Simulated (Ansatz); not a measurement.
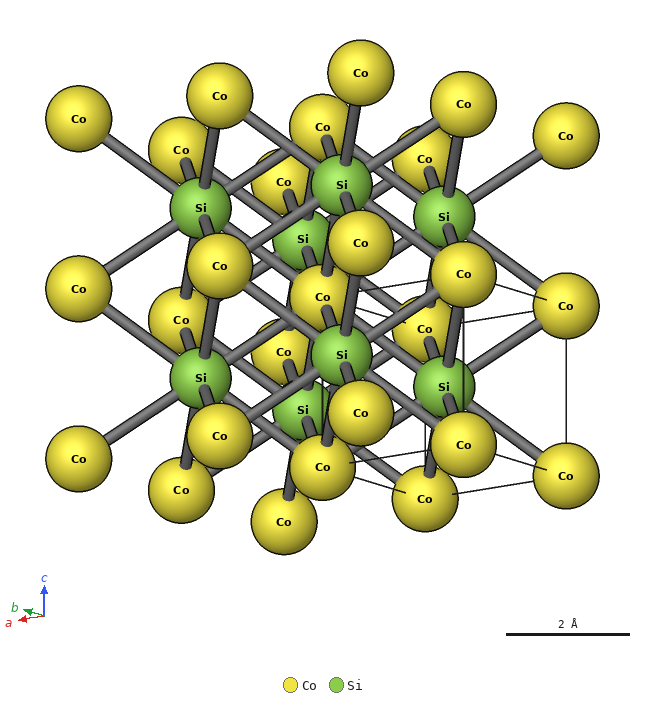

The structure as given in the input (ball-and-stick view of the cell of the calculation, repeated 2 × 2 × 2, seen at an oblique angle). Near neighbours in the crystal (not all of them lie inside the picture): Co has 8 Si at 2.46 Å; Si has 8 Co at 2.46 Å.

# Run report: CoSi, single-point calculation

CoSi (2 atoms in the cell), computed with DFT PBE, scalar-relativistic, plane waves, PAW, spin-polarised (Ansatz 0.2.0).

The structure derives from a Materials Project entry. It belongs to a series of runs on one base structure; here: volume × 1.06. Figures and captions count atoms from 1; the log counts them from 0 in places.

## Output
```
Engine: ansatz 0.2.0, x86_64-unknown-linux-gnu
Pseudopotentials: kind: paw
Pseudopotential: Co, paw, valence charge 17, recommended cutoff 420 eV (normal), Co.paw.azcp
Pseudopotential: Si, paw, valence charge 4, recommended cutoff 420 eV (normal), Si.paw.azcp
Functional definition: PBE
  parameter kappa = 0.804
  parameter beta = 0.06672455060314922
  exchange = pbe_x(kappa = kappa, mu = beta*pi^2/3)
  correlation = pbe_c(beta = beta)
Crystal: 2 atoms, lattice volume = 22.920 Å³
Basis set: ecut = 420 eV, 461 PW (Γ), exchange–correlation on 40×40×40 points (8 copies of the dense FFT grid, shifted against one another)
Bands: 15, of which v1, the nominal top of the filled ones, is band 11 counted from 1 (10 counted from 0)
Symmetry: 48 space group operations
Space group: Pm-3m (ITA 221), of the structure as read, at distance tolerance 2.8e-5 Å
Magnetic group: BNS 221.92 (UNI 1594), of the structure as read, at distance tolerance 2.8e-5 Å
k-points: 165 of 4096
Non-local potential: Co, projectors of the file, l = 0: 3, l = 1: 2, l = 2: 3, l = 3: 1
Non-local potential: Si, projectors of the file, l = 0: 2, l = 1: 2, l = 2: 2
PAW form: soft (Blöchl's): semilocal exchange-correlation on the pseudo side does not see the compensation charge
PAW one-centre angular grid: Co, 590 points (default); XC on 64 Gauss nodes
PAW one-centre angular grid: Si, 110 points (default); XC on 64 Gauss nodes
Initial density: superposition of atomic densities (chi_scale 0.1, normalization cell)
Starting moments: Σ|m| = 0.7 μB on 1 of 2 sites
Initial wavefunctions: pseudopotential atomic-orbital guess
Functional: x = pbe(κ = 0.804, μ = 0.2195149727645171), c = pbe(β = 0.06672455060314922)
SCF iter   1: F=—  HF=-5761.626789 eV  |F-HF|=—  |Δ(HF+E_count)|=         —  Δρ=8.14e-2 (↑1.76e-2 ↓8.14e-2)  dr2=1.05e0  dr2_m=3.03e-1  M=0.899 μB ∫|m|=0.975 μB  β_m=0.30  ethr=3.10e-3  ⟨swp⟩=4.3  Hψ=22856  notcnv=0
Mixer restart at iter 1: flushing history
preconditioner: auto → none  [metal: Δε(μ)=0.026 eV  Ē_g=8.697 eV  σ=0.100 eV  W_gap=0.14  n_scr=6 (ndim 8)  ℏωp=28.0 eV  f_vac=0.000  D(μ)=0.58/eV (n_scr^D=0)  sad-step TF]
SCF iter   2: F=—  HF=-5761.258782 eV  |F-HF|=—  |Δ(HF+E_count)|=         —  Δρ=2.80e-2 (↑2.80e-2 ↓2.16e-2)  dr2=2.06e-1  dr2_m=8.62e-2  M=0.822 μB ∫|m|=0.903 μB  β_m=0.30  ethr=3.10e-3  ⟨swp⟩=2.7  Hψ=10400  notcnv=0  defer=50
Mixer restart at iter 2: flushing history
SCF iter   3: F=—  HF=-5761.877716 eV  |F-HF|=—  |Δ(HF+E_count)|=   6.19e-1  Δρ=1.58e-2 (↑1.58e-2 ↓1.53e-2)  dr2=7.50e-2  dr2_m=3.60e-2  M=0.812 μB ∫|m|=0.888 μB  β_m=0.52  ethr=9.79e-4  ⟨swp⟩=2.2  Hψ=7862  notcnv=0  defer=50
SCF iter   4: F=—  HF=-5762.592616 eV  |F-HF|=—  |Δ(HF+E_count)|=   7.15e-1  Δρ=2.14e-2 (↑1.17e-2 ↓2.14e-2)  dr2=1.93e-1  dr2_m=5.34e-3  M=0.744 μB ∫|m|=0.808 μB  β_m=0.40  ethr=3.57e-4  ⟨swp⟩=2.0  Hψ=10808  notcnv=0  defer=49
SCF iter   5: F=—  HF=-5762.632883 eV  |F-HF|=—  |Δ(HF+E_count)|=   4.03e-2  Δρ=9.57e-3 (↑2.68e-3 ↓9.57e-3)  dr2=3.06e-2  dr2_m=3.20e-3  M=0.755 μB ∫|m|=0.820 μB  β_m=0.70  ethr=3.57e-4  ⟨swp⟩=2.2  Hψ=7950  notcnv=0  defer=55
SCF iter   6: F=—  HF=-5762.714279 eV  |F-HF|=—  |Δ(HF+E_count)|=   8.14e-2  Δρ=8.67e-3 (↑2.83e-3 ↓8.67e-3)  dr2=2.01e-2  dr2_m=1.88e-3  M=0.722 μB ∫|m|=0.778 μB  β_m=0.85  ethr=1.46e-4  ⟨swp⟩=2.0  Hψ=8531  notcnv=0  defer=58
SCF iter   7: F=—  HF=-5762.720493 eV  |F-HF|=—  |Δ(HF+E_count)|=   6.21e-3  Δρ=2.71e-3 (↑3.31e-4 ↓2.71e-3)  dr2=1.66e-3  dr2_m=3.45e-4  M=0.715 μB ∫|m|=0.768 μB  β_m=0.93  ethr=9.57e-5  ⟨swp⟩=2.2  Hψ=7738  notcnv=0  defer=58
SCF iter   8: F=—  HF=-5762.720995 eV  |F-HF|=—  |Δ(HF+E_count)|=   5.02e-4  Δρ=2.01e-3 (↑9.45e-4 ↓2.01e-3)  dr2=1.50e-3  dr2_m=6.24e-5  M=0.709 μB ∫|m|=0.759 μB  β_m=0.86  ethr=7.93e-6  ⟨swp⟩=2.1  Hψ=8344  notcnv=0  defer=59
SCF iter   9: F=—  HF=-5762.721116 eV  |F-HF|=—  |Δ(HF+E_count)|=   1.21e-4  Δρ=7.81e-4 (↑2.89e-4 ↓7.81e-4)  dr2=2.01e-4  dr2_m=1.34e-5  M=0.710 μB ∫|m|=0.761 μB  β_m=0.93  ethr=7.16e-6  ⟨swp⟩=1.5  Hψ=6126  notcnv=0  defer=59
SCF iter  10: F=—  HF=-5762.721144 eV  |F-HF|=—  |Δ(HF+E_count)|=   2.84e-5  Δρ=9.12e-5 (↑6.31e-5 ↓9.12e-5)  dr2=4.10e-6  dr2_m=4.56e-8  M=0.710 μB ∫|m|=0.761 μB  β_m=0.91  ethr=9.55e-7  ⟨swp⟩=2.0  Hψ=6077  notcnv=0  defer=59
SCF iter  11: F=—  HF=-5762.721146 eV  |F-HF|=—  |Δ(HF+E_count)|=   1.69e-6  Δρ=1.64e-5 (↑3.90e-6 ↓1.64e-5)  dr2=7.60e-8  dr2_m=9.71e-9  M=0.710 μB ∫|m|=0.761 μB  β_m=0.84  ethr=1.95e-8  ⟨swp⟩=2.2  Hψ=7328  notcnv=0  defer=59
SCF iter  12: F=—  HF=-5762.721146 eV  |F-HF|=—  |Δ(HF+E_count)|=   5.10e-8  Δρ=5.92e-6 (↑1.98e-6 ↓5.92e-6)  dr2=3.99e-9  dr2_m=3.02e-9  M=0.710 μB ∫|m|=0.761 μB  β_m=0.92  ethr=3.62e-10  ⟨swp⟩=2.0  Hψ=7720  notcnv=0  defer=59
SCF iter  13: F=-5762.721146 eV  HF=-5762.721146 eV  |F-HF|=3.45e-10  |Δ(HF+E_count)|=   1.26e-9  Δρ=8.65e-7 (↑6.60e-7 ↓8.65e-7)  dr2=4.20e-10  dr2_m=3.05e-12  M=0.710 μB ∫|m|=0.761 μB  ethr=1.90e-11  ⟨swp⟩=2.7  Hψ=15022  notcnv=0
SCF 1 converged in 13 iterations: F = -5762.721146 eV  dr2 = 4.20e-10
  greatest PAW one-centre occupation: 1.001 electrons in one spin orbital (limit 2), on the Co atom at site 0 (counted from 0), in its partial waves of l = 1
```

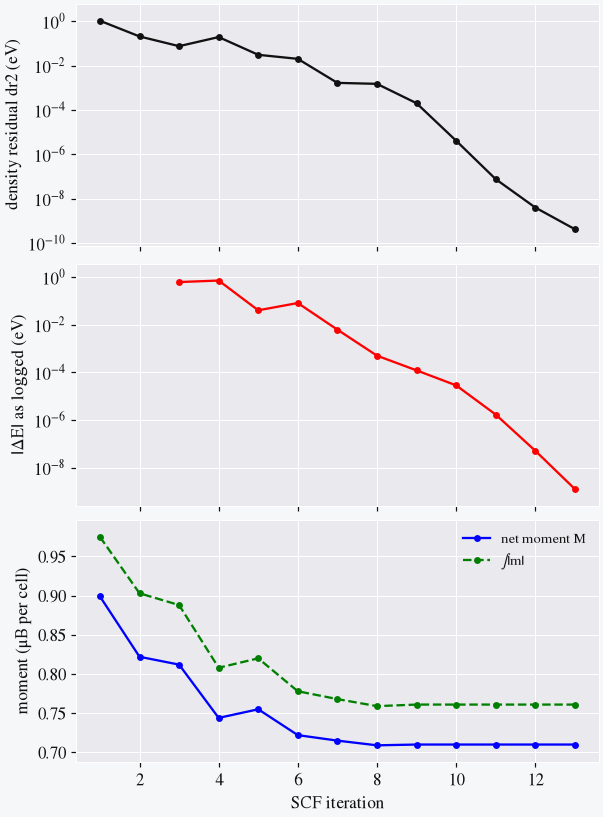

Convergence of the self-consistent field: density residual dr2, size of the energy change and magnetic moment against the SCF iteration. The residual comes down, with one marked jump up, by a factor of about 2.5, at step 4. The net moment goes from 0.9 to 0.7 μB per cell.

```
the search or the solves at the SCF's close seem to have found levels that the self-consistency loop had missed (the run counts 1). By its estimate they hold under 1e-12 electrons; where the run keeps them, the occupations were computed again with them
SCF converged after 13 iterations
Magnetization: 0.7103 μB (10.8552 up, 10.1448 down)
Absolute magnetization: 0.7615 μB (∫|ρ↑−ρ↓|, with the PAW one-centre terms)
Spin contamination: 0.0126 ħ² per cell (⟨S²⟩ above its minimum at these occupations)
Per-site moments (μB) at R_I (Å): [(0.7250004005554326, 1.0147575400574564), (0.006604749015537446, 1.0147575400574564)]
Free energy (F): -5762.721146 eV
Harris-Foulkes:  -5762.721146 eV  (|F-HF|=3.45e-10)
Internal energy: -5762.712632 eV  (E = F + TS)
E sigma→0 (E₀):  -5762.716889 eV
Entropy (-TS):   -0.008514 eV (-4.257 meV/atom)
Fermi energy:    16.257841 eV
--- Per-component energies (eV) ---
  E_band       = -253.044507
  E_kinetic    = 498.990208
  E_local      = -3570.550096  (includes V_loc(G=0)·N_el)
  E_nonlocal   = 481.132527
  E_hartree    = 1543.389367
  E_xc         = -215.850710
  E_vxc        = -254.302134  (∫ρ·V_xc dr)
  E_paw        = -2029.984294  (= ΣΔE_a)
  E_vpaw       = -495.092240  (= ΣTr[D̂ρ^β])
  E_aug_tail   = 0.000079  (compensation charges beyond the density's cutoff)
  E_ewald      = -2469.839713
  E_smearing   = -0.008514  (= −TS)
  E_closure    = 0.000000  (closes the sum)
  Σ components = -5762.721146   (vs F -5762.721146, Δ=0.00e0)
--- Forces (eV/Å), atoms counted from 1 ---
  atom   1  Co    -0.00000000    -0.00000000    -0.00000000
  atom   2  Si     0.00000000    -0.00000000     0.00000000
  max |Σ_I F_I| component: 2.63e-31 eV/Å
--- Stress (GPa, compression-positive) ---
      -10.284119      -0.000000       0.000000
       -0.000000     -10.284119       0.000000
        0.000000      -0.000000     -10.284119
  P = ⅓ Tr σ = -10.2841 GPa (-102.841 kbar)
--- Band table (eV; the first three rows and the last of 330) ---
  k-point 0 ↑: bands = ["-79.4195", "-42.7048", "-42.7048", "-42.7048", "2.4782", "12.2465", "12.2465", "14.6207", "14.6207", "14.6207", "18.9879", "18.9879", "18.9879", "23.4125", "23.4125"]
  k-point 1 ↑: bands = ["-79.4194", "-42.7065", "-42.7046", "-42.7046", "2.5500", "12.2162", "12.2684", "14.5601", "14.5601", "14.6257", "18.4598", "19.1108", "19.1108", "23.3975", "23.8842"]
  k-point 2 ↑: bands = ["-79.4190", "-42.7112", "-42.7042", "-42.7042", "2.7645", "12.0938", "12.3315", "14.4000", "14.4000", "14.6397", "17.3981", "19.4586", "19.4586", "23.3532", "24.7082"]
  k-point 164 ↓: bands = ["-78.5479", "-41.8998", "-41.8998", "-41.8998", "10.7597", "10.7597", "10.7597", "14.1561", "16.1856", "16.1856", "17.5610", "17.5610", "17.5610", "19.6279", "19.6279"]
--- Löwdin populations: 2 sites ---
  site symbol       q [e]    m [muB]
     0     Co     16.6062     0.6881
     1     Si      4.1173     0.0503
  spilling = 0.013171 (of n_electrons = 21.000000)
```

## File populations.tsv
```
# site	symbol	l	j	q_up	q_dn
# orbitals = lowdin
# n_electrons = 21.000000
# spilling = 0.013171
0	Co	0_3S	-	0.987359	0.987403
0	Co	0_4S	-	0.265886	0.268130
0	Co	1_3P	-	2.997316	2.996949
0	Co	2_3D	-	4.396545	3.706563
1	Si	0_3S	-	0.643524	0.635736
1	Si	1_3P	-	1.440267	1.397733
```

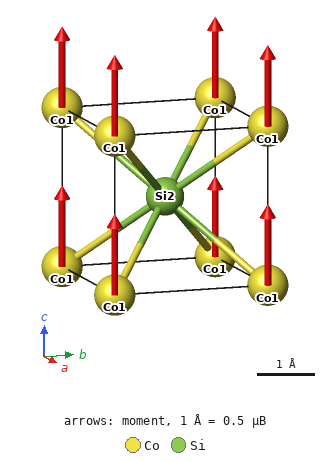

Magnetic moments of the sites as red arrows (ball-and-stick view of the cell of the calculation, seen slightly off an axis; atoms are numbered from 1 in the order of the input); small moments hardly show. The run is collinear, so the axis drawn is arbitrary. Site moments: Co1 (0.73 μB). They are counted near the atoms and needn't add up to the moment of the cell.

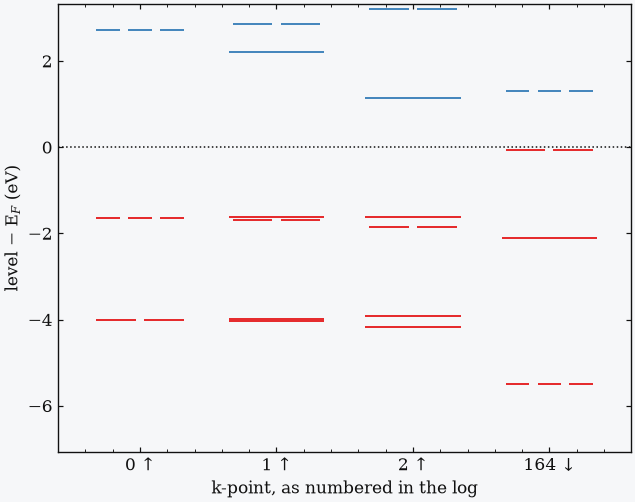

Kohn–Sham levels near the Fermi level (dotted) at the few k-points that the log prints; levels within 0.02 eV of each other stand side by side. The system is metallic on the full mesh.

This output came from the following input.

## The input
```yaml
crystal:
  lattice:
    - [2.8405844311, 0.0, 0.0]
    - [0.0, 2.8405844311, 0.0]
    - [0.0, 0.0, 2.8405844311]
  atoms:
    - { symbol: Co, position: [0.0, 0.0, 0.0], spin: 0.7 }
    - { symbol: Si, position: [0.5, 0.5, 0.5] }
basis:
  ecutwfc: 420
kpoints:
  mp_grid: { grid: [16, 16, 16] }
hamiltonian:
  xc: pbe
scf:
  occupations: { method: gaussian, width: 0.1 }
output:
  forces: true
  stress: true
  eigenvalues: true
  populations: true
magnetization:
  spin_polarized: true
```

## Summary

| quantity | value |
| --- | --- |
| outcome | converged |
| space group (tolerance 0.01 Å) | Pm-3m (221) |
| electrons treated | 21 |
| free energy | −5762.7211 eV |
| Fermi energy | 16.258 eV |
| gap on the k-point mesh | none (metallic) |
| net moment of the cell | 0.71 μB |
| integrated absolute moment | 0.76 μB |
| pressure | −10.28 GPa |
| largest force (length of the vector) | under 0.001 eV/Å |
| hardware | 1 thread of an x86-64 CPU, shared host |
| wall time | 12 s |
| peak memory | 0.46 GiB |

The cell is under a tension of 10.3 GPa at this level, so it is not at its equilibrium volume.
